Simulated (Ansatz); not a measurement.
**ZnS: density, localisation and related maps**

Input

```
crystal:
  lattice:
    - [0.0, 2.6610189833, 2.7940699324]
    - [2.6610189833, 0.0, 2.7940699324]
    - [2.6610189833, 2.6610189833, 0.0]
  atoms:
    - { symbol: Zn, position: [0.0, 0.0, 0.0] }
    - { symbol: S, position: [0.75, 0.75, 0.75] }
basis:
  ecutwfc: 500
kpoints:
  mp_grid: { grid: [8, 8, 8] }
hamiltonian:
  xc: r2scan
scf:
  occupations: { method: gaussian, width: 0.05 }
output:
  forces: true
  stress: true
  eigenvalues: true
  write_density: true
  write_potential: true
  elf: true
  volumetric_format: npy
```

Command:

```sh
ansatz run input.yaml --threads 1 --pin off --max-ram 2560MiB --backend cpu --events-out ev --progress --plain --runs-dir out
```

Below, planes, directions and counts refer to the conventional cell (a = 3.76 Å, b = 3.76 Å, c = 5.59 Å, α = 90.00°, β = 90.00°, γ = 90.00°).

Space group I-4m2.

Theory: DFT r2SCAN, scalar-relativistic, plane waves, PAW (Ansatz).

Core electrons are frozen (PAW), and the valence fields are smoothed inside the atomic spheres.

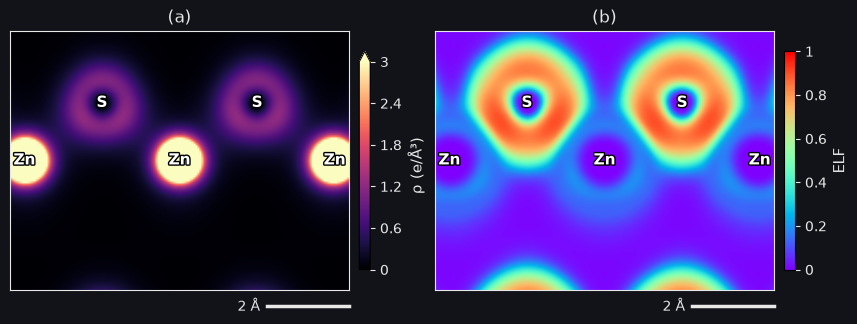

Figure 1. (a) valence charge density (pseudo); (b) electron localisation function on the (100) plane of the conventional cell.

Describe what can be read from this map.

The section cuts through Zn and S sites. Zn–S (2.34 Å): ρ at the midpoint is about 0.51 e/Å³; the ELF peaks at about 0.90 in the valence shell of S, 0.8 Å from its nucleus, and is about 0.60 at the midpoint. Between the atoms the lowest density in this plane is 0.02 e/Å³.

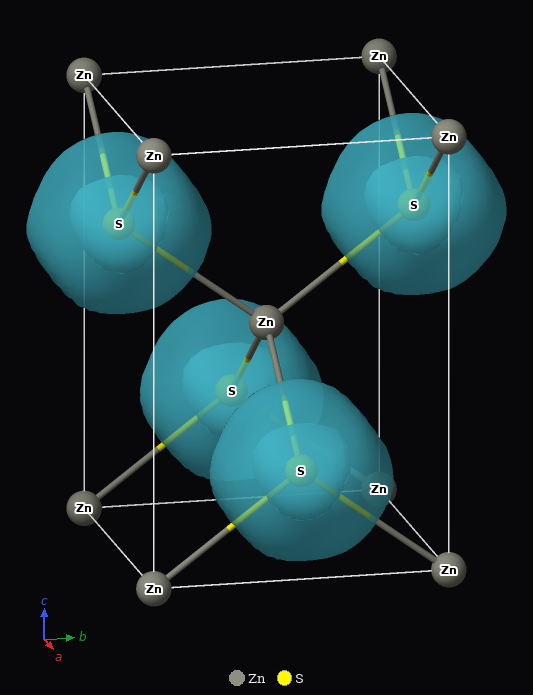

Figure 2. Isosurface of the ELF at 0.75 (cyan), seen slightly off an axis. Core shells and regions of very low density are left out. Sticks mark near contacts.

Identify the bonds, lone pairs and shells in this picture.

The ELF exceeds this value in two regions wrapped around S (the valence shell of each), counted in one cell of 4 atoms. Any copies at cell faces, edges or corners count once.

Metal or insulator at this level of theory?

It is gapped, with a Kohn–Sham gap of 2.6 eV on the k-point mesh (the band edges may lie off the mesh, which would make the gap smaller).
